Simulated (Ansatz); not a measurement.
# Zr4C3: a trial structure relaxed, part 2 of 3

The task: take a trial cell of Zr4C3 to zero force and stress.

Ansatz 0.2.0; DFT PBE, scalar-relativistic, plane waves, PAW. Earlier steps stand in the parts before.

### Step 3. A loose first relaxation

Input file input.yaml:

```yaml
crystal:
  lattice:
    - [5.1522738, 0.0, 0.0]
    - [0.0, 5.1522738, 0.0]
    - [0.0, 0.0, 5.1522738]
  atoms:
    - { symbol: Zr, position: [0.75, 0.75, 0.75] }
    - { symbol: Zr, position: [0.75, 0.25, 0.25] }
    - { symbol: Zr, position: [0.25, 0.75, 0.25] }
    - { symbol: Zr, position: [0.25, 0.25, 0.75] }
    - { symbol: C, position: [0.0, 0.0, 0.5] }
    - { symbol: C, position: [0.0, 0.5, 0.0] }
    - { symbol: C, position: [0.5, 0.0, 0.0] }
basis:
  ecutwfc: 420
kpoints:
  mp_grid: { grid: [4, 4, 4] }
hamiltonian:
  xc: pbe
scf:
  occupations: { method: gaussian, width: 0.1 }
  lower_state_search: "off"
output:
  forces: true
  stress: true
  eigenvalues: true
relax:
  adjacent_minimum: "off"
  f_tol: 0.04
  max_steps: 70
  cell: { stress_tol: 0.4 }
```

Run with:

```
$ ansatz run input.yaml --threads 1 --pin off --max-ram 2048MiB --backend cpu --events-out ev --progress --plain --runs-dir out
```

Log:

```text
Warning: RAYON_NUM_THREADS=1 ignored (pool sized by the plan → 1); use --threads N
Engine: ansatz 0.2.0, x86_64-unknown-linux-gnu
Pseudopotentials: kind: paw
Pseudopotential: Zr, paw, valence charge 12, recommended cutoff 420 eV (normal), Zr.paw.azcp
Pseudopotential: C, paw, valence charge 4, recommended cutoff 420 eV (normal), C.paw.azcp
Functional definition: PBE
  parameter kappa = 0.804
  parameter beta = 0.06672455060314922
  exchange = pbe_x(kappa = kappa, mu = beta*pi^2/3)
  correlation = pbe_c(beta = beta)
Crystal: 7 atoms, lattice volume = 136.772 Å³
Basis set: ecut = 420 eV, 2721 PW (Γ), exchange–correlation on 72×72×72 points (8 copies of the dense FFT grid, shifted against one another)
Bands: 37, of which v1, the nominal top of the filled ones, is band 30 counted from 1 (29 counted from 0)
Symmetry: 24 space group operations
Space group: P-43m (ITA 215), of the structure as read, at distance tolerance 5.2e-5 Å
k-points: 10 of 64 (time reversal used)
Non-local potential: Zr, projectors of the file, l = 0: 3, l = 1: 2, l = 2: 2, l = 3: 2
Non-local potential: C, projectors of the file, l = 0: 2, l = 1: 2, l = 2: 1
PAW form: soft (Blöchl's): semilocal exchange-correlation on the pseudo side does not see the compensation charge
PAW one-centre angular grid: Zr, 590 points (default); XC on 64 Gauss nodes
PAW one-centre angular grid: C, 110 points (default); XC on 64 Gauss nodes
Initial density: superposition of atomic densities (neutral atoms: chi_scale 0, normalization atom), corrected by the library's trained network
Initial wavefunctions: pseudopotential atomic-orbital guess
Functional: x = pbe(κ = 0.804, μ = 0.2195149727645171), c = pbe(β = 0.06672455060314922)
SCF iter   1: F=—  HF=-17488.460791 eV  |F-HF|=—  |Δ(HF+E_count)|=         —  Δρ=6.94e-3  dr2=7.41e-2  ethr=1.77e-3  ⟨swp⟩=5.5  Hψ=1500  notcnv=0
preconditioner: auto → Kerker (q_TF=auto, 2.378 Å⁻¹)  [metal: Δε(μ)=0.024 eV  Ē_g=5.130 eV  σ=0.100 eV  W_gap=0.13  n_scr=26 (ndim 8)  ℏωp=16.8 eV  f_vac=0.000  D(μ)=8.82/eV (n_scr^D=80)]
SCF iter   2: F=—  HF=-17488.450769 eV  |F-HF|=—  |Δ(HF+E_count)|=   1.00e-2  Δρ=4.25e-3  dr2=3.21e-2  ethr=1.23e-4  ⟨swp⟩=1.0  Hψ=450  notcnv=0
SCF iter   3: F=—  HF=-17488.444300 eV  |F-HF|=—  |Δ(HF+E_count)|=   6.47e-3  Δρ=1.28e-3  dr2=5.27e-3  ethr=5.34e-5  ⟨swp⟩=2.5  Hψ=457  notcnv=0
SCF iter   4: F=—  HF=-17488.443555 eV  |F-HF|=—  |Δ(HF+E_count)|=   7.45e-4  Δρ=5.43e-4  dr2=7.12e-4  ethr=8.79e-6  ⟨swp⟩=2.0  Hψ=479  notcnv=0
SCF iter   5: F=—  HF=-17488.443441 eV  |F-HF|=—  |Δ(HF+E_count)|=   1.14e-4  Δρ=1.01e-4  dr2=1.14e-5  ethr=1.19e-6  ⟨swp⟩=2.0  Hψ=475  notcnv=0
SCF iter   6: F=—  HF=-17488.443478 eV  |F-HF|=—  |Δ(HF+E_count)|=   3.68e-5  Δρ=3.44e-5  dr2=1.49e-6  ethr=1.91e-8  ⟨swp⟩=2.1  Hψ=624  notcnv=0
SCF iter   7: F=-17488.443478 eV  HF=-17488.443478 eV  |F-HF|=6.50e-9  |Δ(HF+E_count)|=   4.00e-7  Δρ=6.14e-6  dr2=6.82e-8  ethr=1.67e-10  ⟨swp⟩=6.5  Hψ=1599  notcnv=0
SCF 1 converged in 7 iterations: F = -17488.443478 eV  dr2 = 6.82e-8
relax step   1: F+E_penalty+E_count = -17488.44347805 eV  Δ(F+E_penalty+E_count) = +0.000e0 eV  max|allowed force component| = 4.290e-1 eV/Å  Δτ_max = 0.0000 Å  P = -8.706 GPa  Ω = 136.772 Å³  (7 SCF iters, dr2 threshold 1.00e-7 eV, accepted)
Crystal: 7 atoms, lattice volume = 121.113 Å³
Basis set: ecut = 420 eV, 2373 PW (Γ), exchange–correlation on 72×72×72 points (8 copies of the dense FFT grid, shifted against one another)
Initial density: handed on by an earlier stage of this run
Initial wavefunctions: those handed on with the density
iter 1 solved again at ethr=1.56e-3 eV; its pass at ethr=3.10e-3 eV (dr2=9.38e-1 eV) is discarded
SCF iter   1: F=—  HF=-17488.831616 eV  |F-HF|=—  |Δ(HF+E_count)|=         —  Δρ=2.21e-2  dr2=9.82e-1  ethr=1.56e-3  ⟨swp⟩=1.0  Hψ=1837  notcnv=0
preconditioner: auto → Kerker (q_TF=auto, 2.427 Å⁻¹)  [metal: Δε(μ)=0.092 eV  Ē_g=5.668 eV  σ=0.100 eV  W_gap=0.46  n_scr=26 (ndim 8)  ℏωp=17.9 eV  f_vac=0.000  D(μ)=7.67/eV (n_scr^D=80)]
SCF iter   2: F=—  HF=-17488.637774 eV  |F-HF|=—  |Δ(HF+E_count)|=   1.94e-1  Δρ=4.99e-3  dr2=6.37e-2  ethr=1.56e-3  ⟨swp⟩=2.0  Hψ=575  notcnv=0
SCF iter   3: F=—  HF=-17488.627544 eV  |F-HF|=—  |Δ(HF+E_count)|=   1.02e-2  Δρ=2.58e-3  dr2=1.47e-2  ethr=1.06e-4  ⟨swp⟩=1.1  Hψ=452  notcnv=0
SCF iter   4: F=—  HF=-17488.624710 eV  |F-HF|=—  |Δ(HF+E_count)|=   2.83e-3  Δρ=7.01e-4  dr2=8.46e-4  ethr=2.46e-5  ⟨swp⟩=2.9  Hψ=622  notcnv=0
SCF iter   5: F=—  HF=-17488.624676 eV  |F-HF|=—  |Δ(HF+E_count)|=   3.39e-5  Δρ=2.87e-4  dr2=1.28e-4  ethr=1.41e-6  ⟨swp⟩=2.0  Hψ=497  notcnv=0
SCF iter   6: F=—  HF=-17488.624654 eV  |F-HF|=—  |Δ(HF+E_count)|=   2.20e-5  Δρ=6.47e-5  dr2=6.41e-6  ethr=2.13e-7  ⟨swp⟩=2.0  Hψ=484  notcnv=0
SCF iter   7: F=-17488.624654 eV  HF=-17488.624654 eV  |F-HF|=4.26e-8  |Δ(HF+E_count)|=   2.28e-7  Δρ=9.82e-6  dr2=1.51e-7  ethr=1.17e-9  ⟨swp⟩=8.5  Hψ=1542  notcnv=0
the search or the solves at the SCF's close seem to have found levels that the self-consistency loop had missed (the run counts 1). By its estimate they hold under 1e-12 electrons; where the run keeps them, the occupations were computed again with them
SCF 2 converged in 7 iterations: F = -17488.624654 eV  dr2 = 1.51e-7
relax step   2: F+E_penalty+E_count = -17488.62465363 eV  Δ(F+E_penalty+E_count) = -1.812e-1 eV  max|allowed force component| = 1.033e-1 eV/Å  Δτ_max = 0.0138 Å  P = +7.105 GPa  Ω = 121.113 Å³  energy of the carried Pulay correction = +1.242e-2 eV  (7 SCF iters, dr2 threshold 7.00e-7 eV, accepted)
Crystal: 7 atoms, lattice volume = 130.192 Å³
Basis set: ecut = 420 eV, 2517 PW (Γ), exchange–correlation on 72×72×72 points (8 copies of the dense FFT grid, shifted against one another)
iter 1 solved again at ethr=5.36e-4 eV; its pass at ethr=3.10e-3 eV (dr2=3.22e-1 eV) is discarded
SCF iter   1: F=—  HF=-17488.839546 eV  |F-HF|=—  |Δ(HF+E_count)|=         —  Δρ=1.22e-2  dr2=3.24e-1  ethr=5.36e-4  ⟨swp⟩=1.0  Hψ=1879  notcnv=0
preconditioner: auto → Kerker (q_TF=auto, 2.398 Å⁻¹)  [metal: Δε(μ)=0.080 eV  Ē_g=5.300 eV  σ=0.100 eV  W_gap=0.39  n_scr=26 (ndim 8)  ℏωp=17.2 eV  f_vac=0.000  D(μ)=7.40/eV (n_scr^D=80)]
SCF iter   2: F=—  HF=-17488.786747 eV  |F-HF|=—  |Δ(HF+E_count)|=   5.28e-2  Δρ=5.84e-3  dr2=9.74e-2  ethr=5.36e-4  ⟨swp⟩=2.5  Hψ=501  notcnv=0
SCF iter   3: F=—  HF=-17488.767982 eV  |F-HF|=—  |Δ(HF+E_count)|=   1.88e-2  Δρ=1.64e-3  dr2=8.25e-3  ethr=1.62e-4  ⟨swp⟩=2.1  Hψ=438  notcnv=0
SCF iter   4: F=—  HF=-17488.766324 eV  |F-HF|=—  |Δ(HF+E_count)|=   1.66e-3  Δρ=5.27e-4  dr2=4.16e-4  ethr=1.38e-5  ⟨swp⟩=2.1  Hψ=516  notcnv=0
SCF iter   5: F=—  HF=-17488.766339 eV  |F-HF|=—  |Δ(HF+E_count)|=   1.47e-5  Δρ=1.00e-4  dr2=1.92e-5  ethr=6.93e-7  ⟨swp⟩=2.2  Hψ=532  notcnv=0
SCF iter   6: F=—  HF=-17488.766339 eV  |F-HF|=—  |Δ(HF+E_count)|=   2.60e-7  Δρ=2.86e-5  dr2=1.79e-6  ethr=3.20e-8  ⟨swp⟩=2.0  Hψ=514  notcnv=0
SCF iter   7: F=-17488.766339 eV  HF=-17488.766339 eV  |F-HF|=6.53e-9  |Δ(HF+E_count)|=   1.44e-7  Δρ=5.46e-6  dr2=4.75e-8  ethr=1.17e-9  ⟨swp⟩=6.1  Hψ=1437  notcnv=0
SCF 3 converged in 7 iterations: F = -17488.766339 eV  dr2 = 4.75e-8
relax step   3: F+E_penalty+E_count = -17488.76633876 eV  Δ(F+E_penalty+E_count) = -1.417e-1 eV  max|allowed force component| = 1.993e-2 eV/Å  Δτ_max = 0.0653 Å  P = -0.368 GPa  Ω = 130.192 Å³  energy of the carried Pulay correction = +5.042e-3 eV  (7 SCF iters, dr2 threshold 7.00e-7 eV, accepted)
Initial wavefunctions: pseudopotential atomic-orbital guess (no wavefunctions were taken with the density)
iter 1 solved again at ethr=1.11e-7 eV; its pass at ethr=3.10e-3 eV (dr2=6.64e-5 eV) is discarded
SCF iter   1: F=—  HF=-17488.762134 eV  |F-HF|=—  |Δ(HF+E_count)|=         —  Δρ=1.21e-4  dr2=3.38e-6  ethr=1.11e-7  ⟨swp⟩=3.0  Hψ=2565  notcnv=0
preconditioner: auto → Kerker (q_TF=auto, 2.398 Å⁻¹)  [metal: Δε(μ)=0.062 eV  Ē_g=5.341 eV  σ=0.100 eV  W_gap=0.34  n_scr=26 (ndim 8)  ℏωp=17.2 eV  f_vac=0.000  D(μ)=7.29/eV (n_scr^D=80)]
SCF iter   2: F=—  HF=-17488.762184 eV  |F-HF|=—  |Δ(HF+E_count)|=   5.07e-5  Δρ=6.27e-5  dr2=6.52e-7  ethr=5.63e-9  ⟨swp⟩=2.0  Hψ=496  notcnv=0
SCF iter   3: F=—  HF=-17488.762187 eV  |F-HF|=—  |Δ(HF+E_count)|=   2.29e-6  Δρ=1.45e-5  dr2=4.10e-8  ethr=1.09e-9  ⟨swp⟩=2.0  Hψ=494  notcnv=0
SCF iter   4: F=-17488.762187 eV  HF=-17488.762187 eV  |F-HF|=4.58e-10  |Δ(HF+E_count)|=   1.23e-7  Δρ=1.06e-6  dr2=1.63e-9  ethr=7.47e-12  ⟨swp⟩=3.3  Hψ=1529  notcnv=0
SCF 4 converged in 4 iterations: F = -17488.762187 eV  dr2 = 1.63e-9
relax step   4: F+E_penalty+E_count = -17488.76218690 eV  Δ(F+E_penalty+E_count) = +4.152e-3 eV  max|allowed force component| = 2.011e-2 eV/Å  Δτ_max = 0.0000 Å  P = -0.408 GPa  Ω = 130.192 Å³  stress off target by 4.08e-1 GPa  SCF on the basis re-selected at this cell (its energy is not comparable with the rows above)  (4 SCF iters)
basis re-selected at this cell: Δ(F+E_penalty+E_count) = +4.152e-3 eV, ΔP = -0.040 GPa vs the last step (what re-selecting the basis moved, of the pressure what is left beyond the Pulay correction that the steps carried, after the strain that the cell walked since its last selection, with what the two solves' SCF thresholds leave and, on support functions, any second-order correction that the steps lacked; it is no measure of the basis error at this ecutwfc). This SCF's stress stands 4.08e-1 GPa from its target on what of the cell is left free (relax.cell.stress_tol is 4.00e-1 GPa) and its largest allowed force component is 2.01e-2 eV/Å (relax.f_tol is 4.00e-2 eV/Å): not within both, so this SCF does not close the relaxation
Crystal: 7 atoms, lattice volume = 129.304 Å³
iter 1 solved again at ethr=1.70e-5 eV; its pass at ethr=3.10e-3 eV (dr2=1.02e-2 eV) is discarded
SCF iter   1: F=—  HF=-17488.767531 eV  |F-HF|=—  |Δ(HF+E_count)|=         —  Δρ=1.98e-3  dr2=1.04e-2  ethr=1.70e-5  ⟨swp⟩=1.1  Hψ=1492  notcnv=0
preconditioner: auto → Kerker (q_TF=auto, 2.401 Å⁻¹)  [metal: Δε(μ)=0.061 eV  Ē_g=5.346 eV  σ=0.100 eV  W_gap=0.32  n_scr=26 (ndim 8)  ℏωp=17.3 eV  f_vac=0.000  D(μ)=7.09/eV (n_scr^D=80)]
SCF iter   2: F=—  HF=-17488.766145 eV  |F-HF|=—  |Δ(HF+E_count)|=   1.39e-3  Δρ=1.10e-3  dr2=3.77e-3  ethr=1.70e-5  ⟨swp⟩=1.0  Hψ=370  notcnv=0
SCF iter   3: F=—  HF=-17488.765357 eV  |F-HF|=—  |Δ(HF+E_count)|=   7.88e-4  Δρ=1.56e-4  dr2=2.82e-5  ethr=6.29e-6  ⟨swp⟩=2.0  Hψ=467  notcnv=0
SCF iter   4: F=—  HF=-17488.765392 eV  |F-HF|=—  |Δ(HF+E_count)|=   3.51e-5  Δρ=6.25e-5  dr2=9.03e-6  ethr=4.70e-8  ⟨swp⟩=2.0  Hψ=512  notcnv=0
SCF iter   5: F=—  HF=-17488.765391 eV  |F-HF|=—  |Δ(HF+E_count)|=   1.43e-6  Δρ=1.60e-5  dr2=4.80e-7  ethr=1.50e-8  ⟨swp⟩=2.0  Hψ=504  notcnv=0
SCF iter   6: F=-17488.765391 eV  HF=-17488.765391 eV  |F-HF|=3.20e-9  |Δ(HF+E_count)|=   1.90e-8  Δρ=4.27e-6  dr2=3.79e-8  ethr=6.93e-10  ⟨swp⟩=5.2  Hψ=1261  notcnv=0
the search or the solves at the SCF's close seem to have found levels that the self-consistency loop had missed (the run counts 1). By its estimate they hold under 1e-12 electrons; where the run keeps them, the occupations were computed again with them
SCF 5 converged in 6 iterations: F = -17488.765391 eV  dr2 = 3.79e-8
relax step   5: F+E_penalty+E_count = -17488.76539086 eV  Δ(F+E_penalty+E_count) = -3.204e-3 eV  max|allowed force component| = 6.449e-3 eV/Å  Δτ_max = 0.0127 Å  P = -0.066 GPa  Ω = 129.304 Å³  energy of the carried Pulay correction = +7.174e-4 eV  (6 SCF iters, dr2 threshold 4.16e-7 eV, accepted)
iter 1 solved again at ethr=1.21e-7 eV; its pass at ethr=3.10e-3 eV (dr2=7.26e-5 eV) is discarded
SCF iter   1: F=—  HF=-17488.764788 eV  |F-HF|=—  |Δ(HF+E_count)|=         —  Δρ=1.60e-5  dr2=9.24e-8  ethr=1.21e-7  ⟨swp⟩=3.0  Hψ=2565  notcnv=0
preconditioner: auto → Kerker (q_TF=auto, 2.401 Å⁻¹)  [metal: Δε(μ)=0.068 eV  Ē_g=5.349 eV  σ=0.100 eV  W_gap=0.36  n_scr=26 (ndim 8)  ℏωp=17.3 eV  f_vac=0.000  D(μ)=7.19/eV (n_scr^D=80)]
SCF iter   2: F=—  HF=-17488.764823 eV  |F-HF|=—  |Δ(HF+E_count)|=   3.53e-5  Δρ=8.64e-6  dr2=2.90e-8  ethr=1.54e-10  ⟨swp⟩=2.0  Hψ=526  notcnv=0
SCF iter   3: F=-17488.764823 eV  HF=-17488.764823 eV  |F-HF|=3.67e-10  |Δ(HF+E_count)|=   4.30e-8  Δρ=1.63e-6  dr2=4.25e-9  ethr=7.47e-12  ⟨swp⟩=3.8  Hψ=1544  notcnv=0
SCF 6 converged in 3 iterations: F = -17488.764823 eV  dr2 = 4.25e-9
relax step   6: F+E_penalty+E_count = -17488.76482306 eV  Δ(F+E_penalty+E_count) = +5.678e-4 eV  max|allowed force component| = 6.546e-3 eV/Å  Δτ_max = 0.0000 Å  P = -0.070 GPa  Ω = 129.304 Å³  stress off target by 6.96e-2 GPa  SCF on the basis re-selected at this cell (its energy is not comparable with the rows above)  (3 SCF iters)
basis re-selected at this cell: Δ(F+E_penalty+E_count) = +5.678e-4 eV, ΔP = -0.004 GPa vs the last step (what re-selecting the basis moved, of the pressure what is left beyond the Pulay correction that the steps carried, after the strain that the cell walked since its last selection, with what the two solves' SCF thresholds leave and, on support functions, any second-order correction that the steps lacked; it is no measure of the basis error at this ecutwfc). This SCF's stress stands 6.96e-2 GPa from its target on what of the cell is left free (relax.cell.stress_tol is 4.00e-1 GPa) and its largest allowed force component is 6.55e-3 eV/Å (relax.f_tol is 4.00e-2 eV/Å): within both
SCF converged after 3 iterations
Free energy (F): -17488.764823 eV
Harris-Foulkes:  -17488.764823 eV  (|F-HF|=3.67e-10)
Internal energy: -17488.728854 eV  (E = F + TS)
E sigma→0 (E₀):  -17488.746838 eV
Entropy (-TS):   -0.035970 eV (-5.139 meV/atom)
Fermi energy:    11.048041 eV
--- Per-component energies (eV) ---
  E_band       = -476.174540
  E_kinetic    = 1594.303604
  E_local      = -3311.740026  (includes V_loc(G=0)·N_el)
  E_nonlocal   = 398.316120
  E_hartree    = 1061.082879
  E_xc         = -790.297203
  E_vxc        = -941.398670  (∫ρ·V_xc dr)
  E_paw        = -12110.958826  (= ΣΔE_a)
  E_vpaw       = -337.821237  (= ΣTr[D̂ρ^β])
  E_aug_tail   = 0.000109  (compensation charges beyond the density's cutoff)
  E_ewald      = -4329.435511
  E_smearing   = -0.035970  (= −TS)
  E_closure    = -0.000000  (closes the sum)
  Σ components = -17488.764823   (vs F -17488.764823, Δ=0.00e0)
--- Forces (eV/Å), atoms counted from 1 ---
  atom   1  Zr    -0.00654612    -0.00654612    -0.00654612
  atom   2  Zr    -0.00654612     0.00654612     0.00654612
  atom   3  Zr     0.00654612    -0.00654612     0.00654612
  atom   4  Zr     0.00654612     0.00654612    -0.00654612
  atom   5  C      0.00000000     0.00000000    -0.00000000
  atom   6  C      0.00000000     0.00000000    -0.00000000
  atom   7  C     -0.00000000     0.00000000    -0.00000000
  max |Σ_I F_I| component: 6.22e-17 eV/Å
--- Stress (GPa, compression-positive) ---
       -0.069590       0.000000       0.000000
       -0.000000      -0.069590      -0.000000
        0.000000      -0.000000      -0.069590
  P = ⅓ Tr σ = -0.0696 GPa (-0.696 kbar)
--- Band table (eV; the first three rows and the last of 10) ---
  k-point 0: bands = ["-37.6537", "-37.5978", "-37.5978", "-37.5978", "-15.9973", "-15.9973", "-15.9084", "-15.7002", "-15.7002", "-15.7002", "-15.6979", "-15.6979", "-15.6979", "-15.5403", "-15.5403", "-15.5403", "0.6903", "2.1060", "2.1060", "6.8539", "6.8539", "6.8539", "8.4280", "8.4280", "8.4280", "8.9161", "10.4382", "10.4382", "10.4382", "11.0709", "11.0709", "11.5431", "13.0653", "13.0653", "13.0653", "13.5150", "13.5150"]
  k-point 1: bands = ["-37.6460", "-37.6055", "-37.5977", "-37.5977", "-15.9654", "-15.9457", "-15.8769", "-15.7338", "-15.7301", "-15.7089", "-15.7089", "-15.6710", "-15.6710", "-15.6004", "-15.5608", "-15.5608", "0.9238", "1.9778", "2.1209", "6.7877", "7.2211", "7.2211", "7.9760", "8.5266", "8.5266", "9.4730", "9.8177", "9.8177", "10.4379", "10.9534", "11.0032", "11.3381", "12.6756", "12.6756", "12.7668", "13.2856", "13.6669"]
  k-point 2: bands = ["-37.6318", "-37.6197", "-37.5977", "-37.5977", "-15.9196", "-15.8572", "-15.8265", "-15.7850", "-15.7815", "-15.7121", "-15.7121", "-15.6937", "-15.6337", "-15.6337", "-15.5973", "-15.5973", "1.3076", "1.6992", "2.1358", "6.7003", "7.7173", "7.8547", "7.8547", "8.7177", "8.7177", "8.8811", "8.8811", "10.0814", "10.4258", "10.6787", "10.8591", "11.5977", "11.7852", "12.3048", "12.3048", "13.3148", "13.9686"]
  k-point 9: bands = ["-37.6117", "-37.6117", "-37.6117", "-37.6114", "-16.0016", "-16.0016", "-16.0016", "-15.9241", "-15.6091", "-15.6091", "-15.6007", "-15.6007", "-15.6007", "-15.5992", "-15.5992", "-15.5992", "1.6559", "1.6559", "1.6559", "7.7397", "8.1932", "8.1932", "8.1932", "8.5006", "8.5006", "8.5065", "8.5065", "8.5065", "9.9360", "11.2968", "11.2968", "11.2968", "14.0778", "14.0778", "14.1162", "14.1162", "14.1162"]
--- Relaxed structure (4 steps of the walk, 4 accepted, 2 SCFs on fresh bases) ---
  F+E_penalty+E_count = -17488.76482306 eV   max|allowed force component| = 6.546e-3 eV/Å   (the final SCF, on the basis selected at the relaxed cell)
  cell:  # Å, volume = 129.3043 Å³
    - [5.056744086411923, 1.7654357823549657e-34, -1.0913603018194337e-32]
    - [2.407412430484045e-34, 5.056744086411923, -3.7876622239615634e-33]
    - [-9.116068403432915e-33, -3.274080905458301e-33, 5.056744086411923]
  atoms:
    - { symbol: Zr, position: [0.7574460057297407, 0.7574460057297407, 0.7574460057297407] }
    - { symbol: Zr, position: [0.7574460057297407, 0.24255399427025925, 0.24255399427025925] }
    - { symbol: Zr, position: [0.24255399427025925, 0.7574460057297407, 0.24255399427025925] }
    - { symbol: Zr, position: [0.24255399427025925, 0.24255399427025925, 0.7574460057297407] }
    - { symbol: C, position: [-3.12641509126355e-19, 3.1264150912635457e-19, 0.5] }
    - { symbol: C, position: [-3.1264150912635496e-19, 0.5, -7.214804056762065e-20] }
    - { symbol: C, position: [0.5, 3.1264150912635477e-19, -7.214804056761989e-20] }
```

It took 24 s on 1 thread of AMD EPYC 7R43 (Zen 3), shared host; peak memory 0.42 GiB.

Relaxation path:

```
step  energy from step 1 (eV/cell)  largest force component (eV/Å)  pressure (GPa)  volume (Å³)
   1                        0.0000                          0.4290           -8.71       136.77
   2                       -0.1812                          0.1033            7.10       121.11
   3                       -0.3229                          0.0199           -0.37       130.19
   4                       -0.3187                          0.0201           -0.41       130.19
   5                       -0.3219                          0.0064           -0.07       129.30
   6                       -0.3213                          0.0065           -0.07       129.30
```

Step 1 is the start. Steps 4, 6 each repeat the geometry before them on a plane-wave basis chosen anew, so the energy can jump there without any move.

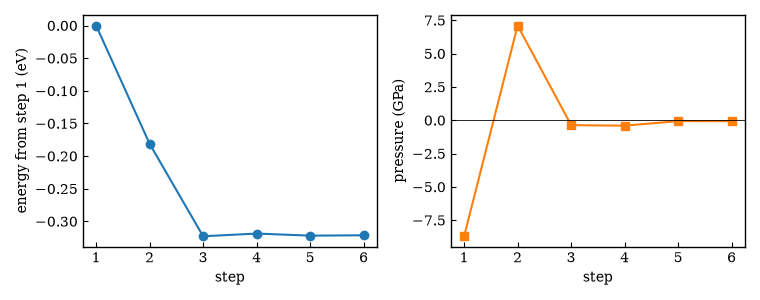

Energy and pressure along the relaxation.

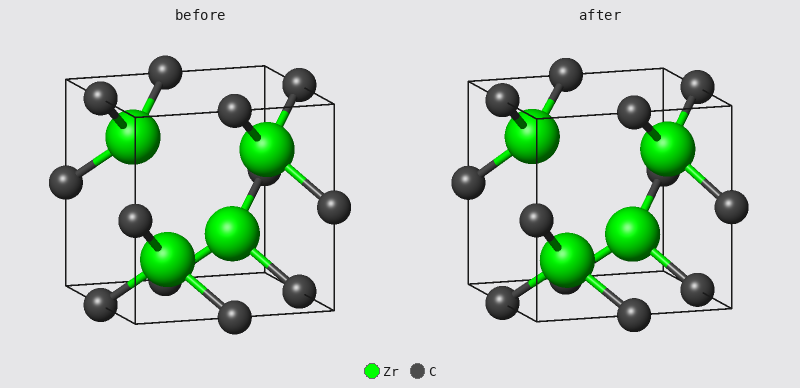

The structure before (left) and after (right) the relaxation, drawn at the same scale.

|  | before | after | change |
| --- | --- | --- | --- |
| a (Å) | 5.152 | 5.057 | -1.9 % |
| b (Å) | 5.152 | 5.057 | -1.9 % |
| c (Å) | 5.152 | 5.057 | -1.9 % |
| volume (Å³/atom) | 19.54 | 18.47 | -5.5 % |
| shortest distance (Å) | 2.231 | 2.169 | -2.8 % |
| space group (0.01 Å) | P-43m | P-43m | same |

The run keeps the 24 symmetry operations of the start, so it could not have lowered the symmetry.

[end of part 2 of 3]
